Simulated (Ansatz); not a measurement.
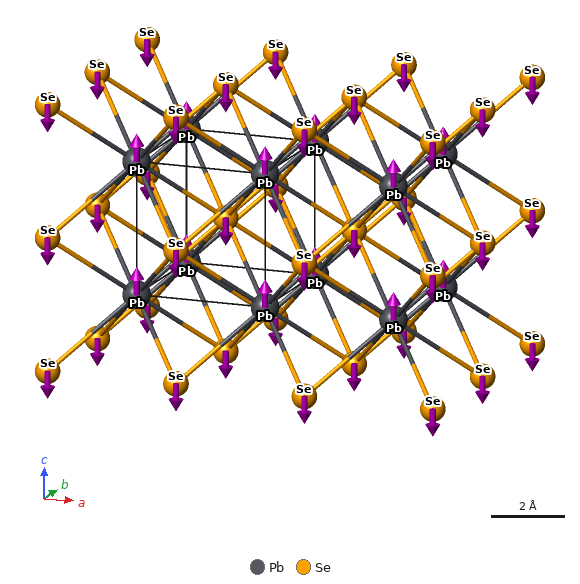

A symmetric starting cell of PbSe. The purple arrows show how the atoms are displaced (without the part that the change of the cell carries along), magnified 3 times. Besides, the cell is strained by +5.2 % along c and −3.8 % across it (volume −2.7 %). A ball-and-stick model of the cell of the calculation, repeated 2 × 1 × 1 with one cell outlined, seen slightly off an axis.

Computed with Ansatz 0.2.0, DFT PBE, scalar-relativistic, plane waves, PAW. (plane-wave cutoff 420 eV; k-point mesh 10 × 10 × 10; occupations gaussian; smearing width 0.1 eV; no spin polarisation)

How are the atoms displaced, and what does the calculation give?

Atoms are displaced by 0.26 Å relative to the cell: Pb 0.26 Å along +c, Se 0.26 Å along −c. No relaxation follows. The starting cell wasn't computed here and needn't be at equilibrium, so pressure and forces aren't due to the change alone. The pressure is 5.4 GPa (not all of it need come from the change, since the unchanged cell can be under pressure at this level too). The principal stresses (compression positive) are 3.0 GPa along c and 6.5 GPa across it. The largest forces, 0.22 eV/Å, act on Pb and Se; on the Pb atom it points along −c. The forces point straight back along the displacements (cosine −1.00). Near-neighbour distances before and after: Pb–Se 3.277 → 2.961 to 3.599 Å. The space group (tolerance 0.01 Å) goes from Pm-3m (No. 221) to P4mm (No. 99).
